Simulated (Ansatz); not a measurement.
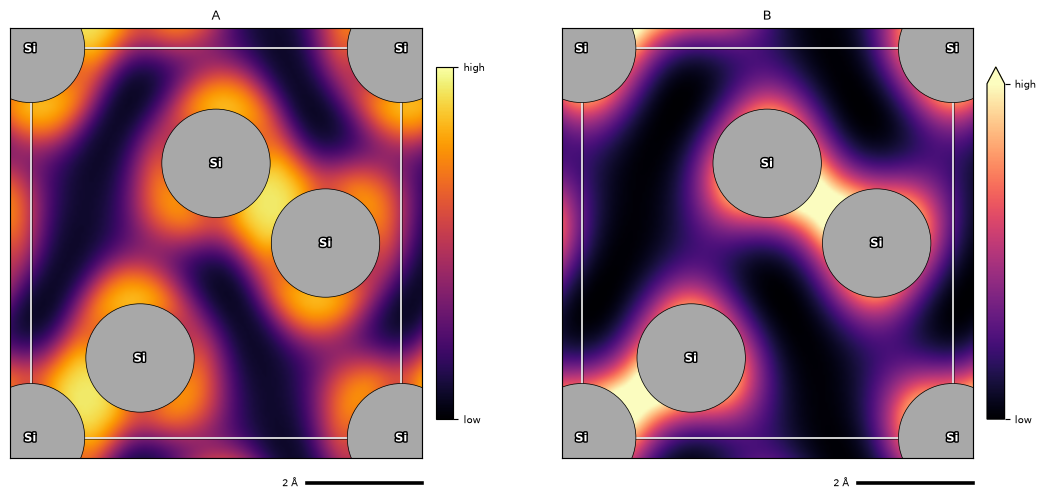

Si: 2 fields on the (010) plane of the conventional cell, with unlabelled colour scales. Grey discs cover the atomic cores.

Space group Ibca; not relaxed (largest force 0.3 eV/Å); computed pressure about −3 GPa in this cell; PAW files of the earlier set (soft_1).

Theory: DFT PBEsol, scalar-relativistic, plane waves, PAW (Ansatz).

> The panels show electron localisation function and valence pseudo-density in some order. Assign them.

Panel A: electron localisation function. Panel B: valence pseudo-density. From the grid: Si–Si (2.36 Å): ρ is about 0.55 e/Å³ halfway; the ELF peaks at about 0.95 between the atoms.
